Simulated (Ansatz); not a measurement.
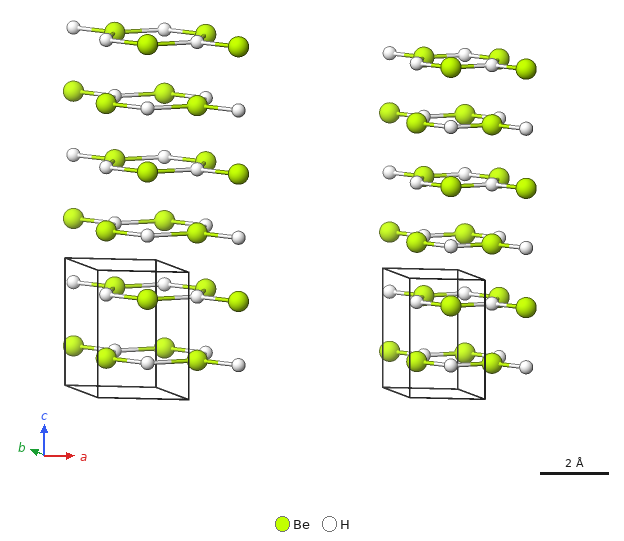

Two geometries of solid BeH (set up in P6_3/mmc) (coarse preliminary run), drawn at one scale. One is the start of a relaxation, the other its converged end. Style: ball-and-stick. Shown: the cell of the calculation, repeated 2 × 2 × 3 with one cell outlined, slightly off an axis.

Method: DFT PBE, scalar-relativistic, plane waves, PAW in Ansatz 0.2.0. (plane-wave cutoff 420 eV; k-point mesh 12 × 12 × 6; occupations gaussian; smearing width 0.1 eV; no spin polarisation; cell and atoms relaxed; force threshold 0.0325 eV/Å; at most 70 steps)

**Which of the two is the end point?**

The left one is the relaxed one. Case: 2 H put on empty site 2 of 1 host cells, relaxed. Over 7 accepted moves (9 points after the start) the energy falls by 2.033 eV per cell of the calculation. All forces vanish by symmetry, so only the cell relaxes. The pressure goes from 90.38 to −0.05 GPa. The SCF was repeated twice at an unchanged geometry on a basis and grid sized afresh for the cell, which shifted the energy by 42.7 meV per cell of the calculation at most. No atom moves by more than 0.005 Å relative to the cell. The volume changes by +56.1 %, with a = b 2.260 → 2.733 Å (+20.9 %), c 3.573 → 3.815 Å (+6.8 %). Some distances before and after: Be–H 1.305 → 1.578 Å. The space group stays P6_3/mmc (No. 194). The run took 4.7 s on 2 threads of Intel(R) Xeon(R) Platinum 8375C CPU @ 2.90GHz (Ice Lake) (shared host), peak memory 0.37 GiB.
